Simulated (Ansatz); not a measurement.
# Geometry relaxation of MoTe2 (part 2 of 2)

Continued. System: MoTe2 (slab, 3 atoms in the cell). Method: DFT PBE+D3(BJ), scalar-relativistic, plane waves, PAW, no spin polarisation (Ansatz 0.2.0); cutoff 420 eV, 12×12×1 k-mesh, Gaussian smearing of 0.02 eV. The structure derives from an entry of the Crystallography Open Database. It belongs to a series of runs on one base structure; here: one layer taken out of the bulk.

```
basis re-selected at this cell: Δ(F+E_penalty+E_count) = -5.867e-5 eV, ΔP = -0.000 N/m vs the last step (what re-selecting the basis moved, of the pressure what is left beyond the Pulay correction that the steps carried, after the strain that the cell walked since its last selection, with what the two solves' SCF thresholds leave and, on support functions, any second-order correction that the steps lacked; it is no measure of the basis error at this ecutwfc). This SCF's stress stands 9.45e-3 N/m from its target on what of the cell is left free (relax.cell.stress_2d_tol is 2.00e-2 N/m) and its largest allowed force component is 2.27e-4 eV/Å (relax.f_tol is 5.00e-3 eV/Å): within both
SCF converged after 7 iterations
Free energy (F): -18917.914888 eV
Harris-Foulkes:  -18917.914888 eV  (|F-HF|=4.35e-9)
Internal energy: -18917.914888 eV  (E = F + TS)
E sigma→0 (E₀):  -18917.914888 eV
Fermi energy:    -4.230762 eV
--- Per-component energies (eV) ---
  E_band       = -1359.854331
  E_kinetic    = 804.287116
  E_local      = -119811.513999  (includes V_loc(G=0)·N_el)
  E_nonlocal   = -476.339451
  E_hartree    = 59733.530392
  E_xc         = -432.641432
  E_vxc        = -438.090091  (∫ρ·V_xc dr)
  E_paw        = -12526.997411  (= ΣΔE_a)
  E_vpaw       = -905.258461  (= ΣTr[D̂ρ^β])
  E_aug_tail   = -0.000315  (compensation charges beyond the density's cutoff)
  E_ewald      = 53792.961876
  E_disp       = -1.201664  (pairwise vdW)
  E_smearing   = -0.000000  (= −TS)
  E_closure    = 0.000000  (closes the sum)
  Σ components = -18917.914888   (vs F -18917.914888, Δ=0.00e0)
--- Forces (eV/Å), atoms counted from 1 ---
  atom   1  Te     0.00000000    -0.00000000    -0.00022702
  atom   2  Mo    -0.00000000     0.00000000    -0.00000000
  atom   3  Te     0.00000000    -0.00000000     0.00022702
  max |Σ_I F_I| component: 2.31e-17 eV/Å
--- 2D stress c σ (N/m, compression-positive) ---
        0.009454       0.000000       0.000000
        0.000000       0.009454      -0.000000
        0.000000      -0.000000       0.000000
  P = ½ c Tr σ = 0.0095 N/m
--- Band table (eV; the first three rows and the last of 19) ---
  k-point 0: bands = ["-65.4819", "-41.3692", "-41.3692", "-41.3589", "-41.3589", "-41.2966", "-41.2966", "-41.2858", "-41.2858", "-41.2728", "-41.2645", "-39.6546", "-39.4887", "-39.4887", "-17.5326", "-16.6101", "-9.8778", "-6.6964", "-6.4219", "-6.4219", "-5.6450", "-5.6450", "-5.4067", "-1.6284 (-1.6284°)", "-1.6284 (-1.6284°)", "-1.3548", "-1.3548", "-0.6831"]
  k-point 1: bands = ["-65.4813", "-41.3686", "-41.3676", "-41.3599", "-41.3574", "-41.2972", "-41.2970", "-41.2878", "-41.2860", "-41.2722", "-41.2637", "-39.6498", "-39.4985", "-39.4905", "-17.4336", "-16.5403", "-9.7688", "-6.8552", "-6.6401", "-6.3399", "-5.7752", "-5.5874", "-5.4067", "-2.0434", "-1.9435", "-1.5708 (-1.5708°)", "-1.5508", "-0.5123"]
  k-point 2: bands = ["-65.4795", "-41.3669", "-41.3630", "-41.3630", "-41.3534", "-41.2989", "-41.2979", "-41.2931", "-41.2864", "-41.2704", "-41.2615", "-39.6368", "-39.5251", "-39.4955", "-17.1454", "-16.3374", "-9.4673", "-7.2344", "-7.2260", "-6.1076", "-6.0952", "-5.6723", "-5.4643", "-2.8431", "-2.5857", "-2.0657", "-1.3845", "-0.1964"]
  k-point 18: bands = ["-65.4710", "-41.3725", "-41.3504", "-41.3464", "-41.3458", "-41.3172", "-41.3065", "-41.2920", "-41.2916", "-41.2652", "-41.2513", "-39.6061", "-39.5756", "-39.5642", "-15.1245", "-14.9457", "-9.4147", "-9.2699", "-8.6967", "-7.8621", "-7.7548", "-6.6291", "-4.8255", "-3.6360", "-3.0126", "-2.2225", "-0.6657", "0.3067"]
  ° read free of the cell's end (the report's vacuum.weakly_bound_levels)
--- Relaxed structure (4 steps of the walk, 4 accepted, 1 SCFs on fresh bases) ---
  F+E_penalty+E_count = -18917.91488765 eV   max|allowed force component| = 2.270e-4 eV/Å   (the final SCF, on the basis selected at the relaxed cell)
  cell:  # Å, volume = 353.7428 Å³
    - [3.5038921936193548, 2.8929378916853705e-11, -5.089554495580702e-85]
    - [-1.751946096834731, 3.0344596517818796, 8.977688671991878e-85]
    - [-4.842995102968456e-84, 7.0682385919356335e-84, 33.2702079551]
  atoms:
    - { symbol: Te, position: [0.33333333333333337, 0.6666666666666666, 0.44538782384213044] }
    - { symbol: Mo, position: [0.6666666666666667, 0.3333333333333333, 0.5000000000000001] }
    - { symbol: Te, position: [0.33333333333333337, 0.6666666666666666, 0.5546121761578697] }
```

**Trajectory as extended XYZ (Å, eV, eV/Å), 5 frames, from step=1 to step=5**
```
3
Lattice="3.4964 0.0000 0.0000 -1.7482 3.0280 0.0000 0.0000 0.0000 33.2702" Properties=species:S:1:pos:R:3:forces:R:3 step=1 energy=-18917.91447
Te    0.0000    2.0186   14.8176    0.0000   0.0000  -0.0314
Mo    1.7482    1.0093   16.6351    0.0000   0.0000   0.0000
Te    0.0000    2.0186   18.4527    0.0000   0.0000   0.0314
3
Lattice="3.5055 0.0000 0.0000 -1.7527 3.0358 0.0000 0.0000 0.0000 33.2702" Properties=species:S:1:pos:R:3:forces:R:3 step=2 energy=-18917.91445
Te    0.0000    2.0239   14.8136    0.0000   0.0000   0.0697
Mo    1.7527    1.0119   16.6351    0.0000   0.0000   0.0000
Te    0.0000    2.0239   18.4566    0.0000   0.0000  -0.0697
3
Lattice="3.5064 0.0000 0.0000 -1.7532 3.0366 0.0000 0.0000 0.0000 33.2702" Properties=species:S:1:pos:R:3:forces:R:3 step=3 energy=-18917.91476
Te    0.0000    2.0244   14.8202    0.0000   0.0000  -0.0156
Mo    1.7532    1.0122   16.6351    0.0000   0.0000   0.0000
Te    0.0000    2.0244   18.4500    0.0000   0.0000   0.0156
3
Lattice="3.5039 0.0000 0.0000 -1.7519 3.0345 0.0000 0.0000 0.0000 33.2702" Properties=species:S:1:pos:R:3:forces:R:3 step=4 energy=-18917.91483
Te    0.0000    2.0230   14.8181    0.0000   0.0000  -0.0003
Mo    1.7519    1.0115   16.6351    0.0000   0.0000   0.0000
Te    0.0000    2.0230   18.4521    0.0000   0.0000   0.0003
3
Lattice="3.5039 0.0000 0.0000 -1.7519 3.0345 0.0000 0.0000 0.0000 33.2702" Properties=species:S:1:pos:R:3:forces:R:3 step=5 energy=-18917.91489
Te    0.0000    2.0230   14.8181    0.0000   0.0000  -0.0002
Mo    1.7519    1.0115   16.6351    0.0000   0.0000   0.0000
Te    0.0000    2.0230   18.4521    0.0000   0.0000   0.0002
```

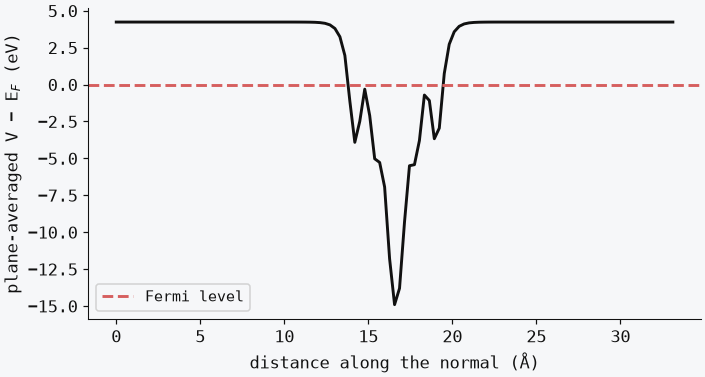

*Plane average of the electrostatic potential energy of an electron across the cell, from the Fermi level.*

The vacuum level lies 4.23 eV above the Fermi level.

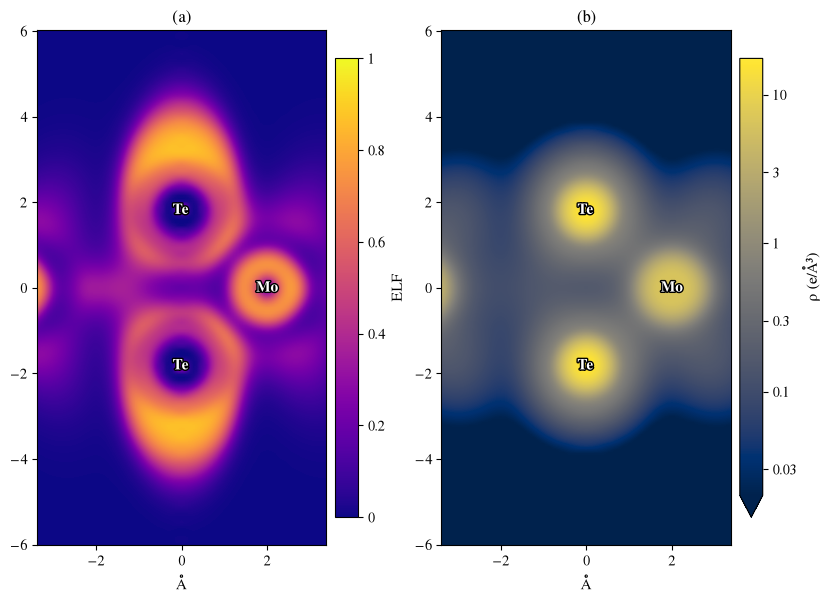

*(a) ELF; (b) valence pseudo-density on the (110) plane of the calculation cell, a cut from vacuum to vacuum.*

The section cuts through Te and Mo sites. Te–Mo (2.72 Å): the density is about 0.45 e/Å³ at the midpoint; the ELF is about 0.55 at the midpoint. The density dies away to nearly zero in the vacuum. The strong features right at Mo lie inside the PAW spheres (semicore, d or f shells) and say nothing about bonding. Core electrons are frozen (PAW), so the fields are smoothed inside the atomic spheres.

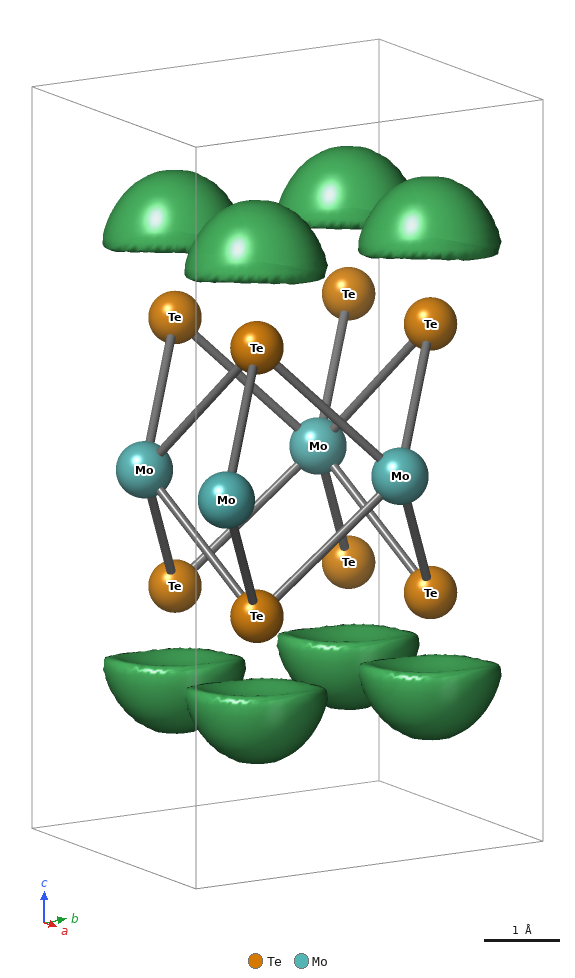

*Isosurface of the ELF at 0.75 (green), seen slightly off an axis. Core shells and regions of very low density are left out. Sticks mark near contacts.*

Profiles from the grid: Te–Mo (2.72 Å): the ELF is about 0.55 at the midpoint.

This output came from the following input.

**Input file**
```yaml
crystal:
  lattice:
    - [3.4964011499, 0.0, 0.0]
    - [-1.748200575, 3.0279722176, 0.0]
    - [0.0, 0.0, 33.2702079551]
  atoms:
    - { symbol: Te, position: [0.3333333333, 0.6666666667, 0.4453699841] }
    - { symbol: Mo, position: [0.6666666667, 0.3333333333, 0.5] }
    - { symbol: Te, position: [0.3333333333, 0.6666666667, 0.5546300159] }
  periodic: [true, true, false]
basis:
  ecutwfc: 420
kpoints:
  mp_grid: { grid: [12, 12, 1] }
hamiltonian:
  xc: pbe
  dispersion: d3bj
scf:
  occupations: { method: gaussian, width: 0.02 }
output:
  forces: true
  stress: true
  eigenvalues: true
  write_density: true
  write_potential: true
  elf: true
  volumetric_format: npy
relax:
  adjacent_minimum: "off"
  f_tol: 0.005
  max_steps: 80
  cell: { stress_2d_tol: 0.02 }
```

Command:
```bash
ansatz run input.yaml --threads 2 --pin off --max-ram 5120MiB --backend cpu --events-out ev --progress --plain --runs-dir out
```

**Results in brief**

| quantity | value |
| --- | --- |
| outcome | converged |
| electrons treated | 46 |
| free energy | −18917.9149 eV |
| work function, top face | 4.23 eV |
| work function, bottom face | 4.23 eV |
| Fermi energy | −4.231 eV |
| gap on the k-point mesh | 1.19 eV |
| final volume | 353.74 Å³ |
| work function (upper face) | 4.23 eV |
| largest force (length of the vector) at the end | under 0.001 eV/Å |
| hardware | 2 threads of Intel Xeon @ 2.50GHz (Skylake/Cascade Lake), 32 GiB of memory available, shared host |
| wall time | 73 s (CPU time 2.4 min) |
| peak memory | 0.67 GiB |
